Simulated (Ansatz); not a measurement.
Ni: single-point calculation

The run: single-point calculation of Ni (2 atoms in the cell). Method and program: DFT, PBE, PAW with Ansatz's default frozen-core files, scalar-relativistic, spin-polarised (Ansatz 0.2.0).

It belongs to a series of runs on one base structure; here: volume scaled by 0.85, PAW files.

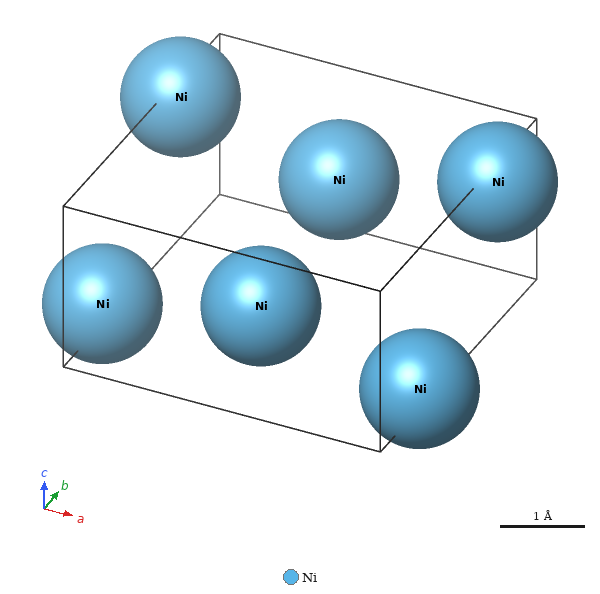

*The input geometry (spheres-only view of the cell 2 times as large as that of the calculation, set on its symmetry axes, seen at an oblique angle).*

Input
```yaml
crystal:
  lattice:
    - [-2.1127783268, 2.1127783268, 1.1449516623]
    - [2.1127783268, -2.1127783268, 1.1449516623]
    - [2.1127783268, 2.1127783268, -1.1449516623]
  atoms:
    - { symbol: Ni, position: [-0.375, -0.125, -0.25], spin: 1.0 }
    - { symbol: Ni, position: [0.375, 0.125, 0.25], spin: 1.0 }
magnetization:
  spin_polarized: true
kpoints:
  mp_grid: { grid: [20, 20, 20] }
scf:
  occupations: { method: fermi_dirac, width: 0.1 }
hamiltonian:
  xc: pbe
  pseudopotentials: { kind: paw }
output:
  forces: true
  stress: true
  eigenvalues: true
  populations: true
```

Machine: 1 thread of Arm Neoverse V2, 24 GiB of memory available, shared host.

Command:
```bash
ansatz run input.yaml --threads 1 --pin off --max-ram 3072MiB --backend cpu --events-out ev --progress --plain --runs-dir out
```

Output
```
Engine: ansatz 0.2.0, aarch64-unknown-linux-gnu
Pseudopotentials: kind: paw
Pseudopotential: Ni, paw, valence charge 18, recommended cutoff 420 eV (normal), Ni.paw.azcp
Functional definition: PBE
  parameter kappa = 0.804
  parameter beta = 0.06672455060314922
  exchange = pbe_x(kappa = kappa, mu = beta*pi^2/3)
  correlation = pbe_c(beta = beta)
Crystal: 2 atoms, lattice volume = 20.443 Å³
Basis set: ecut = 420 eV, 407 PW (Γ), exchange–correlation on 48×48×48 points (8 copies of the dense FFT grid, shifted against one another)
Bands: 23, of which v1, the nominal top of the filled ones, is band 18 counted from 1 (17 counted from 0)
Symmetry: 16 space group operations
Space group: I41/amd (ITA 141), of the structure as read, at distance tolerance 2.7e-5 Å
Magnetic group: BNS 141.551 (UNI 1211), of the structure as read, at distance tolerance 2.7e-5 Å
k-points: 641 of 8000
Non-local potential: Ni, projectors of the file, l = 0: 3, l = 1: 2, l = 2: 3, l = 3: 1
PAW form: soft (Blöchl's): semilocal exchange-correlation on the pseudo side does not see the compensation charge
PAW one-centre angular grid: Ni, 590 points (default); XC on 64 Gauss nodes
Initial density: superposition of atomic densities (chi_scale 0.1, normalization cell)
Starting moments: Σ|m| = 2 μB on 2 of 2 sites
Initial wavefunctions: pseudopotential atomic-orbital guess
Functional: x = pbe(κ = 0.804, μ = 0.2195149727645171), c = pbe(β = 0.06672455060314922)
iter 1 solved again at ethr=2.60e-3 eV; its pass at ethr=3.10e-3 eV (dr2=9.37e-1 eV) is discarded
SCF iter   1: F=—  HF=-11675.637938 eV  |F-HF|=—  |Δ(HF+E_count)|=         —  Δρ=7.16e-2 (↑7.16e-2 ↓2.80e-2)  dr2=9.39e-1  dr2_m=1.67e-1  M=1.381 μB ∫|m|=1.424 μB  β_m=0.30  ethr=2.60e-3  ⟨swp⟩=1.0  Hψ=147235  notcnv=0
Mixer restart at iter 1: flushing history
preconditioner: auto → none  [metal: Δε(μ)=0.001 eV  Ē_g=9.591 eV  σ=0.100 eV  W_gap=0.00  n_scr=8 (ndim 8)  ℏωp=36.7 eV  f_vac=0.000  D(μ)=3.50/eV (n_scr^D=54)  sad-step TF]
SCF iter   2: F=—  HF=-11675.821903 eV  |F-HF|=—  |Δ(HF+E_count)|=   1.84e-1  Δρ=3.34e-2 (↑1.99e-2 ↓3.34e-2)  dr2=3.43e-2  dr2_m=1.07e-1  M=1.328 μB ∫|m|=1.381 μB  β_m=0.32  ethr=2.60e-3  ⟨swp⟩=2.1  Hψ=45554  notcnv=0
SCF iter   3: F=—  HF=-11676.730115 eV  |F-HF|=—  |Δ(HF+E_count)|=   9.08e-1  Δρ=3.59e-2 (↑1.60e-2 ↓3.59e-2)  dr2=5.50e-2  dr2_m=1.12e-1  M=1.224 μB ∫|m|=1.286 μB  β_m=0.32  ethr=9.52e-5  ⟨swp⟩=2.3  Hψ=60111  notcnv=0  defer=1
SCF iter   4: F=—  HF=-11677.657099 eV  |F-HF|=—  |Δ(HF+E_count)|=   9.27e-1  Δρ=3.38e-2 (↑1.51e-2 ↓3.38e-2)  dr2=5.35e-2  dr2_m=1.08e-1  M=1.065 μB ∫|m|=1.136 μB  β_m=0.09  ethr=9.52e-5  ⟨swp⟩=2.1  Hψ=56571  notcnv=0  defer=1
SCF iter   5: F=—  HF=-11677.517205 eV  |F-HF|=—  |Δ(HF+E_count)|=   1.40e-1  Δρ=2.17e-2 (↑2.17e-2 ↓2.04e-2)  dr2=7.40e-3  dr2_m=7.63e-2  M=1.032 μB ∫|m|=1.091 μB  β_m=0.14  ethr=9.52e-5  ⟨swp⟩=1.8  Hψ=38389  notcnv=0  defer=6
SCF iter   6: F=—  HF=-11678.085835 eV  |F-HF|=—  |Δ(HF+E_count)|=   5.69e-1  Δρ=1.96e-2 (↑1.83e-2 ↓1.96e-2)  dr2=1.64e-3  dr2_m=6.46e-2  M=0.890 μB ∫|m|=0.957 μB  β_m=0.68  ethr=2.06e-5  ⟨swp⟩=2.1  Hψ=60809  notcnv=0  defer=37
SCF iter   7: F=—  HF=-11678.204104 eV  |F-HF|=—  |Δ(HF+E_count)|=   1.18e-1  Δρ=1.66e-2 (↑1.66e-2 ↓3.19e-3)  dr2=4.25e-2  dr2_m=1.06e-2  M=0.336 μB ∫|m|=0.379 μB  β_m=0.88  ethr=4.56e-6  ⟨swp⟩=3.6  Hψ=76262  notcnv=0  defer=37
SCF iter   8: F=—  HF=-11678.198394 eV  |F-HF|=—  |Δ(HF+E_count)|=   5.71e-3  Δρ=7.97e-3 (↑7.97e-3 ↓7.04e-3)  dr2=2.71e-2  dr2_m=2.65e-4  M=0.092 μB ∫|m|=0.109 μB  β_m=0.94  ethr=4.56e-6  ⟨swp⟩=2.2  Hψ=56678  notcnv=0  defer=38
SCF iter   9: F=—  HF=-11678.219158 eV  |F-HF|=—  |Δ(HF+E_count)|=   2.08e-2  Δρ=2.07e-3 (↑2.07e-3 ↓4.60e-4)  dr2=3.86e-4  dr2_m=2.44e-4  M=0.112 μB ∫|m|=0.122 μB  β_m=0.95  ethr=4.56e-6  ⟨swp⟩=2.2  Hψ=59301  notcnv=0  defer=41
SCF iter  10: F=—  HF=-11678.219219 eV  |F-HF|=—  |Δ(HF+E_count)|=   6.06e-5  Δρ=1.32e-3 (↑1.32e-3 ↓5.71e-4)  dr2=8.18e-5  dr2_m=1.64e-4  M=0.052 μB ∫|m|=0.058 μB  β_m=0.93  ethr=1.07e-6  ⟨swp⟩=2.0  Hψ=42119  notcnv=0  defer=41
SCF iter  11: F=—  HF=-11678.219263 eV  |F-HF|=—  |Δ(HF+E_count)|=   4.41e-5  Δρ=3.38e-4 (↑3.38e-4 ↓8.20e-5)  dr2=1.18e-5  dr2_m=6.03e-6  M=0.016 μB ∫|m|=0.018 μB  β_m=0.96  ethr=2.27e-7  ⟨swp⟩=2.1  Hψ=43291  notcnv=0  defer=41
SCF iter  12: F=—  HF=-11678.219267 eV  |F-HF|=—  |Δ(HF+E_count)|=   4.86e-6  Δρ=2.50e-4 (↑1.51e-4 ↓2.50e-4)  dr2=1.30e-6  dr2_m=7.45e-6  M=0.010 μB ∫|m|=0.011 μB  β_m=0.95  ethr=3.27e-8  ⟨swp⟩=2.1  Hψ=44346  notcnv=0  defer=41
SCF iter  13: F=—  HF=-11678.219268 eV  |F-HF|=—  |Δ(HF+E_count)|=   9.72e-8  Δρ=5.65e-5 (↑5.65e-5 ↓2.64e-5)  dr2=1.26e-7  dr2_m=3.17e-7  M=0.002 μB ∫|m|=0.003 μB  β_m=0.98  ethr=3.60e-9  ⟨swp⟩=2.0  Hψ=47692  notcnv=0  defer=41
SCF iter  14: F=—  HF=-11678.219268 eV  |F-HF|=—  |Δ(HF+E_count)|=   5.03e-8  Δρ=2.22e-6 (↑1.77e-6 ↓2.22e-6)  dr2=6.38e-10  dr2_m=3.10e-10  M=-0.000 μB ∫|m|=0.000 μB  β_m=0.99  ethr=3.50e-10  ⟨swp⟩=2.0  Hψ=47490  notcnv=0  defer=41
SCF iter  15: F=-11678.219268 eV  HF=-11678.219268 eV  |F-HF|=1.66e-10  |Δ(HF+E_count)|=  7.77e-10  Δρ=8.34e-7 (↑4.84e-7 ↓8.34e-7)  dr2=1.75e-10  dr2_m=8.65e-12  M=-0.000 μB ∫|m|=0.000 μB  ethr=1.77e-12  ⟨swp⟩=1.7  Hψ=91430  notcnv=0
SCF 1 converged in 15 iterations: F = -11678.219268 eV  dr2 = 1.75e-10
  greatest PAW one-centre occupation: 1.001 electrons in one spin orbital (limit 2), on the Ni atom at site 1 (counted from 0), in its partial waves of l = 1
Initial density: read from a saved state, or passed on in memory by an earlier SCF of this step, an earlier step, the calling program or the single point that the run made first
Starting moments: Σ|m| = 2 μB on 2 of 2 sites; this step starts from the density that it was given
Initial wavefunctions: those read from a saved state, or passed on in memory by an earlier step or the calling program
iter 1 solved again at ethr=1.00e-12 eV; its pass at ethr=2.78e-6 eV (dr2=1.74e-10 eV) is discarded
SCF iter   1: F=—  HF=-11678.219268 eV  |F-HF|=—  |Δ(HF+E_count)|=         —  Δρ=8.29e-7 (↑4.84e-7 ↓8.29e-7)  dr2=1.74e-10  dr2_m=8.46e-12  M=-0.000 μB ∫|m|=0.000 μB  ethr=1.00e-12  ⟨swp⟩=1.0  Hψ=146311  notcnv=0
preconditioner: auto → none  [metal: Δε(μ)=0.002 eV  Ē_g=10.370 eV  σ=0.100 eV  W_gap=0.00  n_scr=8 (ndim 8)  ℏωp=36.7 eV  f_vac=0.000  D(μ)=3.37/eV (n_scr^D=52)]
SCF iter   2: F=—  HF=-11678.212114 eV  |F-HF|=—  |Δ(HF+E_count)|=   7.15e-3  Δρ=6.56e-3 (↑6.56e-3 ↓4.15e-3)  dr2=9.47e-4  dr2_m=5.14e-3  M=0.869 μB ∫|m|=0.936 μB  ethr=2.78e-6  ⟨swp⟩=1.6  Hψ=137398  notcnv=0
SCF iter   3: F=—  HF=-11678.213828 eV  |F-HF|=—  |Δ(HF+E_count)|=   1.71e-3  Δρ=4.74e-3 (↑4.74e-3 ↓3.85e-3)  dr2=1.12e-4  dr2_m=3.42e-3  M=0.794 μB ∫|m|=0.865 μB  ethr=2.78e-6  ⟨swp⟩=1.3  Hψ=75278  notcnv=0
SCF iter   4: F=—  HF=-11678.219223 eV  |F-HF|=—  |Δ(HF+E_count)|=   5.40e-3  Δρ=4.76e-4 (↑4.76e-4 ↓2.29e-4)  dr2=1.38e-5  dr2_m=1.76e-5  M=0.084 μB ∫|m|=0.091 μB  ethr=2.78e-6  ⟨swp⟩=1.0  Hψ=68949  notcnv=0
WARN: the starting moments were not kept: the SCF closed with an absolute magnetisation of 5.4e-5 μB, where they sum to 2 μB in size (2 sites). That is at most 0.1 of that sum. Measured as dr2_m measures the in/out step, that magnetisation stands 3.9e-9 eV from none, at or under the dr2_threshold of 1.0e-7 eV: it is no larger than a step whose dr2_m would equal this threshold. The system may hold no moment; this SCF shows only that its start led to no more than that. To try another start: raise the starting moments (crystal.atoms[].spin, magnetization.per_species, magnetization.initial_magnetization, or on a non-collinear deck that types none of these the spinor_matrix: blocks that start its atoms; where the total moment is fixed, keep their sum and leave initial_magnetization as it is; typed ones take the place of any that the run laid by itself, positive ones on a crystal's lanthanoids without a Hubbard term where scf.initial_density.shell_occupations: [] is typed) or, if the notice of its spin-set hold's release reads "site moments contracting" or "site moments show no strong build", lengthen the hold (scf.mixing.spin_hold: { on: { confirm: 4 } }; for m-r²SCAN on two components see the key's manual first). Each may lead to a state that holds a moment. A second SCF, from the converged charge density, with the starting moments and any scf.initial_density.shell_occupations laid on it anew, would have followed, and was not run: the deck does not ask for one (magnetization.retry_lost_moments is false, the default). To let it run, set magnetization.retry_lost_moments: true and run the deck again, where that key's refused combinations let it; where memory then withholds it, that run's warning says so.
SCF converged after 15 iterations
Magnetization: -0.0000 μB (18.0000 up, 18.0000 down)
Absolute magnetization: 0.0001 μB (∫|ρ↑−ρ↓|, with the PAW one-centre terms)
Spin contamination: 0.0000 ħ² per cell (⟨S²⟩ above its minimum at these occupations)
Per-site moments (μB) at R_I (Å): [(-2.5801352180246645e-5, 0.9029474089926147), (-2.5801352180172885e-5, 0.9029474089926147)]
Free energy (F): -11678.219268 eV
Harris-Foulkes:  -11678.219268 eV  (|F-HF|=1.66e-10)
Internal energy: -11678.107547 eV  (E = F + TS)
E sigma→0 (E₀):  -11678.163407 eV
Entropy (-TS):   -0.111720 eV (-55.860 meV/atom)
Fermi energy:    19.626086 eV
--- Per-component energies (eV) ---
  E_band       = -520.153366
  E_kinetic    = 571.118451
  E_local      = -6802.267980  (includes V_loc(G=0)·N_el)
  E_nonlocal   = 1274.656132
  E_hartree    = 2855.752828
  E_xc         = -171.255458
  E_vxc        = -220.953999  (∫ρ·V_xc dr)
  E_paw        = -3261.595225  (= ΣΔE_a)
  E_vpaw       = -1054.214134  (= ΣTr[D̂ρ^β])
  E_aug_tail   = 0.001094  (compensation charges beyond the density's cutoff)
  E_ewald      = -6144.517388
  E_smearing   = -0.111720  (= −TS)
  E_closure    = 0.000000  (closes the sum)
  Σ components = -11678.219268   (vs F -11678.219268, Δ=0.00e0)
--- Forces (eV/Å), atoms counted from 1 ---
  atom   1  Ni    -0.00000000     0.00000000    -0.00000000
  atom   2  Ni     0.00000000    -0.00000000     0.00000000
  max |Σ_I F_I| component: 5.55e-17 eV/Å
--- Stress (GPa, compression-positive) ---
       35.977204      -0.000000      -0.000000
       -0.000000      35.977204       0.000000
       -0.000000       0.000000      35.980474
  P = ⅓ Tr σ = 35.9783 GPa (359.783 kbar)
--- Band table (eV; the first three rows and the last of 1282) ---
  k-point 0 ↑: bands = ["-83.6938", "-83.5771", "-44.2270", "-44.2270", "-43.9072", "-43.9013", "-43.8539", "-43.8539", "10.1628", "14.6006", "15.7261", "16.0965", "16.5762", "18.7002", "18.7002", "18.7426", "18.7426", "19.7345", "20.3436", "26.3294", "26.3294", "33.0588", "34.7824"]
  k-point 1 ↑: bands = ["-83.6931", "-83.5778", "-44.2251", "-44.2249", "-43.9094", "-43.9010", "-43.8565", "-43.8539", "10.2085", "14.6203", "15.7382", "16.0861", "16.5654", "18.6952", "18.7081", "18.7508", "18.7516", "19.7177", "20.2830", "26.0258", "26.4384", "33.2302", "34.9924"]
  k-point 2 ↑: bands = ["-83.6909", "-83.5799", "-44.2193", "-44.2189", "-43.9159", "-43.9001", "-43.8641", "-43.8542", "10.3449", "14.6773", "15.7748", "16.0568", "16.5348", "18.6770", "18.7301", "18.7747", "18.7760", "19.6684", "20.1186", "25.2555", "26.7512", "33.5334", "35.6964"]
  k-point 640 ↓: bands = ["-83.6345", "-83.6345", "-44.2844", "-44.2844", "-43.9057", "-43.9057", "-43.8138", "-43.8138", "14.8647", "14.8647", "16.5482", "16.5482", "18.2673", "18.2673", "18.3677", "18.3677", "18.8698", "18.8698", "18.9094", "18.9094", "24.9486", "24.9486", "41.3077"]
--- Löwdin populations: 2 sites ---
  site symbol       q [e]    m [muB]
     0     Ni     17.7908    -0.0000
     1     Ni     17.7908    -0.0000
  spilling = 0.011622 (of n_electrons = 36.000000)
```

File populations.tsv
```
# site	symbol	l	j	q_up	q_dn
# orbitals = lowdin
# n_electrons = 36.000000
# spilling = 0.011622
0	Ni	0_3S	-	0.996710	0.996710
0	Ni	0_4S	-	0.461793	0.461793
0	Ni	1_3P	-	2.998015	2.998015
0	Ni	2_3D	-	4.438876	4.438902
1	Ni	0_3S	-	0.996710	0.996710
1	Ni	0_4S	-	0.461793	0.461793
1	Ni	1_3P	-	2.998015	2.998015
1	Ni	2_3D	-	4.438876	4.438902
```

Results in brief

```tsv
quantity	value
outcome	converged
space group (tolerance 0.01 Å)	I4₁/amd (141)
electrons treated	36
free energy	−11678.2193 eV
Fermi energy	19.626 eV
net moment of the cell	0.00 μB
integrated absolute moment	0.00 μB
pressure	35.98 GPa
largest force (length of the vector)	under 0.001 eV/Å
wall time	2.5 min
peak memory	2 GiB
```

Notes on the run: the search outside the symmetry group is no proof of a minimum; some starting moments were not kept. The cell is under a pressure of 36 GPa at this level, so it is not at its equilibrium volume.
